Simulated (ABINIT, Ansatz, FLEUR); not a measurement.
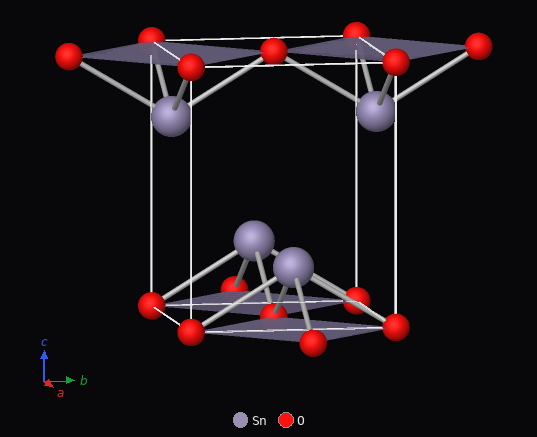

SnO, space group P4/nmm (No. 129), a = 3.814 Å, b = 3.814 Å, c = 4.887 Å, α = 90.00°, β = 90.00°, γ = 90.00° (17.77 Å³/atom). Structure drawing (polyhedral), viewed slightly off an axis. The conventional unit cell is outlined; an atom on or near a face, edge or corner is repeated at each equivalent position. A few atoms beyond the faces are included. The cell is a structure listed in the Materials Project.

The cell was scaled uniformly, at fixed shape and fractional positions, in four programs or potential sets. Alike in all runs: functional PBE; k mesh 7 × 7 × 6 on the run's cell of 4 atoms; occupations fermi-dirac, width 0.05 eV; no spin polarisation; no spin-orbit coupling.

Energies from Ansatz (Ansatz PAW soft_1):

| volume (Å³/atom) | E − E(lowest point) (meV/atom) |
| --- | --- |
| 16.703 | 53.07 |
| 17.058 | 32.59 |
| 17.414 | 17.55 |
| 17.769 | 7.42 |
| 18.125 | 1.71 |
| 18.480 | 0.00 |
| 18.835 | 1.86 |

> What equilibrium volume and bulk modulus do these points give?

V0 = 18.47 Å³/atom, B0 = 84.5 GPa and B0′ = 4.3. V0 lies 3.9 % above the volume of the cell as given.

The same fit in all programs:

| program | V0 (Å³/atom) | B0 (GPa) | B0′ |
| --- | --- | --- | --- |
| Ansatz (Ansatz PAW soft_1) | 18.47 | 84.5 | 4.3 |
| Ansatz LAPW (all-electron) | ? | ? | ? |
| FLEUR (all-electron) | 18.47 | 83.6 | 4.6 |
| ABINIT (JTH PAW PBE v2.0) | 18.45 | 83.0 | 4.4 |

> What does Ansatz LAPW (all-electron) give?

V0 = 18.47 Å³/atom, B0 = 84.5 GPa and B0′ = 4.3. The other rows span 18.45 to 18.47 Å³/atom and 83.0 to 84.5 GPa.

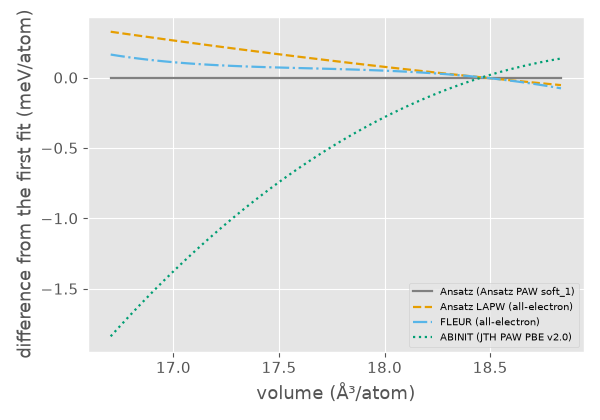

Each fitted curve, counted from its own minimum, less that of Ansatz (Ansatz PAW soft_1). With one functional throughout, the spread comes from potentials, basis sets and numerical settings; B0′ is uncertain by a few tenths over so narrow a range.

Caveat: the cell was scaled at fixed shape and fractional positions, which overstates the stiffness of a crystal with free parameters, most of all of layers and chains.
